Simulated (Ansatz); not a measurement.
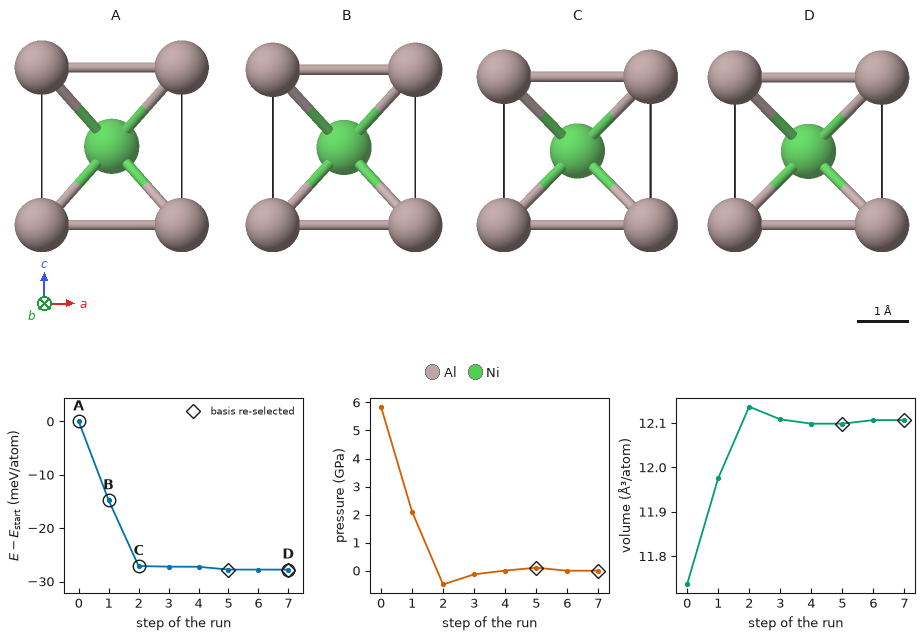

Frames of a relaxation of solid AlNi (set up in Cmmm), marked on the history of the run. The picture is a ball-and-stick view of the cell of the calculation, seen along the b axis.

Method: DFT PBE, scalar-relativistic, plane waves, PAW in Ansatz.

Input file:
```yaml
crystal:
  lattice:
    - [1.938694, -1.95319015, 0.0]
    - [1.938694, 1.95319015, 0.0]
    - [0.0, 0.0, 3.0994300413]
  atoms:
    - { symbol: Al, position: [0.0, 0.0, 0.0] }
    - { symbol: Ni, position: [0.5, 0.5, 0.5] }
basis:
  ecutwfc: 420
kpoints:
  mp_grid: { grid: [16, 16, 14] }
hamiltonian:
  xc: pbe
scf:
  occupations: { method: gaussian, width: 0.1 }
output:
  forces: true
  stress: true
  eigenvalues: true
  write_density: true
  write_potential: true
  elf: true
  volumetric_format: npy
relax:
  adjacent_minimum: "off"
  f_tol: 0.005
  max_steps: 80
  cell: { stress_tol: 0.05 }
```

Command:
```bash
ansatz run input.yaml --threads 2 --pin off --max-ram 7168MiB --backend cpu --events-out ev --progress --plain --runs-dir out
```

Describe the path.

The atoms keep their places relative to the cell (all moves are under 0.005 Å). The volume changes by +3.2 %, with a = b 2.752 → 2.889 Å (+5.0 %), c 3.099 → 2.901 Å (−6.4 %), γ 90.4° → 90.0°. Near-neighbour distances that change, for instance: Al1–Al1 2.752 → 2.889 Å, Ni2–Ni2 2.752 → 2.889 Å, Al1–Ni2 2.482 → 2.505 Å. The space group (tolerance 0.01 Å) goes from Cmmm (No. 65) to P4/mmm (No. 123). Over 5 accepted moves (7 points after the start) the energy falls by 27.8 meV per atom. All forces vanish by symmetry, so only the cell relaxes. Pressure: 5.85 GPa at the start and 0.00 GPa at the end. The SCF was repeated twice at an unchanged geometry on a basis and grid sized afresh for the cell, which shifted the energy by 0.5 meV per atom at most. The run took 43 s on 2 threads of Arm Neoverse V2 (shared host), peak memory 0.49 GiB. From step 0 to 1: volume +2.0 %, energy −14.8 meV per atom. From step 1 to 2: volume +1.4 %, energy −12.3 meV per atom. From step 2 to 7: volume −0.2 %, energy −0.7 meV per atom.

```json
{"step": "0", "E − E(0), meV/atom": "0.00", "pressure, GPa": "5.85", "volume, Å³/atom": "11.736", "note": ""}
{"step": "1", "E − E(0), meV/atom": "-14.79", "pressure, GPa": "2.11", "volume, Å³/atom": "11.975", "note": ""}
{"step": "2", "E − E(0), meV/atom": "-27.11", "pressure, GPa": "-0.49", "volume, Å³/atom": "12.137", "note": ""}
{"step": "3", "E − E(0), meV/atom": "-27.21", "pressure, GPa": "-0.13", "volume, Å³/atom": "12.108", "note": ""}
{"step": "4", "E − E(0), meV/atom": "-27.24", "pressure, GPa": "0.00", "volume, Å³/atom": "12.099", "note": ""}
{"step": "5", "E − E(0), meV/atom": "-27.76", "pressure, GPa": "0.10", "volume, Å³/atom": "12.099", "note": "same geometry, new basis"}
{"step": "6", "E − E(0), meV/atom": "-27.77", "pressure, GPa": "0.00", "volume, Å³/atom": "12.107", "note": ""}
{"step": "7", "E − E(0), meV/atom": "-27.77", "pressure, GPa": "0.00", "volume, Å³/atom": "12.107", "note": "same geometry, new basis"}
```
